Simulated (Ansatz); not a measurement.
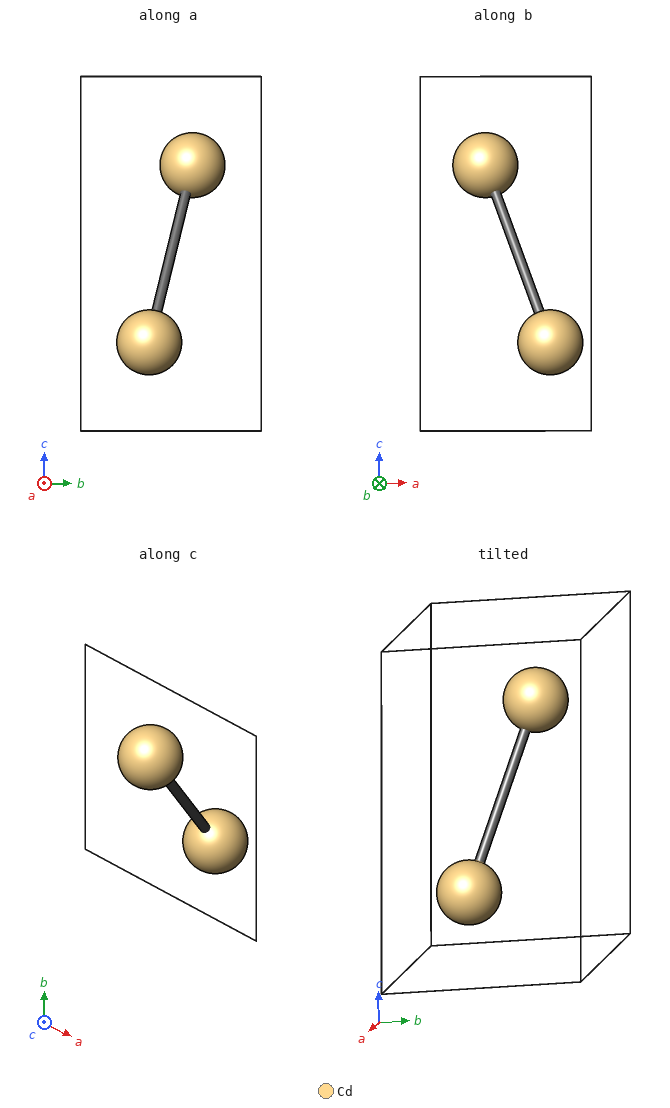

The image is a ball-and-stick drawing of a crystal, viewed along the a axis, along the b axis, along the c axis and slightly off an axis. The wireframe shows the unit cell.

Lattice parameters: a = 2.9535 Å, b = 3.1183 Å, c = 5.3957 Å, α = 90.024°, β = 89.950°, γ = 118.267°.

Q: Set out the cell and atoms as a CIF in P1 with every atom of the cell, with free fractional coordinates to two decimals.

A:
```cif
data_structure
_symmetry_space_group_name_H-M 'P 1'
_symmetry_Int_Tables_number 1
_cell_length_a 2.9535
_cell_length_b 3.1183
_cell_length_c 5.3957
_cell_angle_alpha 90.024
_cell_angle_beta 89.950
_cell_angle_gamma 118.267
_cell_volume 43.77
loop_
_atom_site_label
_atom_site_type_symbol
_atom_site_fract_x
_atom_site_fract_y
_atom_site_fract_z
_atom_site_occupancy
Cd1 Cd 0.38 0.62 0.75 1
Cd2 Cd 0.76 0.38 0.25 1
```

The model was built from a structure type filled with this element by a generator (whether the element takes this form wasn't checked). Earlier steps of the study may have refined or changed the cell and positions. A calculation with Ansatz used it as input.
